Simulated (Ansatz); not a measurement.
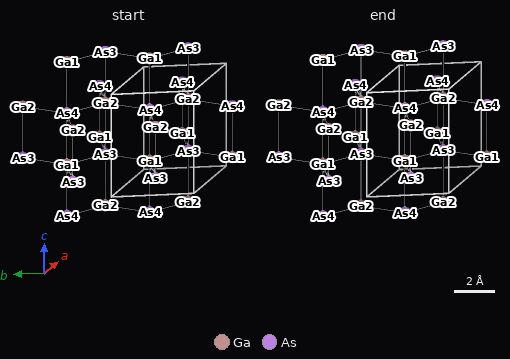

The structure of solid GaAs (built on the h-MgO (five-fold) type) before (left) and after (right) a relaxation, at one scale.

The picture is a ball-and-stick view of the cell of the calculation, repeated 1 × 2 × 1 with one cell outlined, seen from a free direction.

Computed with DFT, r2SCAN+rVV10, plane waves, PAW in Ansatz 0.2.0.

The input:
```yaml
crystal:
  lattice:
    - [4.2686121554, 0.0, 0.0]
    - [-2.1343060777, 3.6967265655, 0.0]
    - [0.0, 0.0, 5.6339616743]
  atoms:
    - { symbol: Ga, position: [0.3333333333, 0.6666666667, 0.25] }
    - { symbol: Ga, position: [0.6666666667, 0.3333333333, 0.75] }
    - { symbol: As, position: [0.6666666667, 0.3333333333, 0.25] }
    - { symbol: As, position: [0.3333333333, 0.6666666667, 0.75] }
kpoints:
  mp_grid: { grid: [6, 6, 4] }
hamiltonian:
  xc: r2scan
  dispersion: rvv10
scf:
  occupations: { method: fermi_dirac, width: 0.03 }
relax:
  f_tol: 0.01
  cell: {}
  max_steps: 120
```

Command:
```bash
ansatz run input.yaml --threads 2 --pin off --max-ram 2211MiB --backend cpu --events-out ev --progress --plain --runs-dir out
```

**What changed between the two?**

The energy falls by 1.8 meV per atom in 3 accepted moves (4 points after the start). All forces vanish by symmetry, so only the cell relaxes. Pressure: −0.18 GPa at the start and −0.03 GPa at the end. The SCF was repeated once at an unchanged geometry on a basis and grid sized afresh for the cell, which shifted the energy by less than 0.05 meV per atom at most. The atoms keep their places relative to the cell (all moves are under 0.005 Å). The drawn cell changes as follows: a = b 4.269 → 4.238 Å (−0.7 %), c 5.634 → 5.730 Å (+1.7 %); the volume changes by +0.3 %. Near-neighbour distances that change, for instance: Ga1–As4 2.817 → 2.865 Å, Ga1–As3 2.464 → 2.447 Å. The space group stays P6_3/mmc (No. 194). Cost: 57 s on 2 threads of Arm Neoverse N1, with other jobs on the host, peak memory 0.71 GiB.
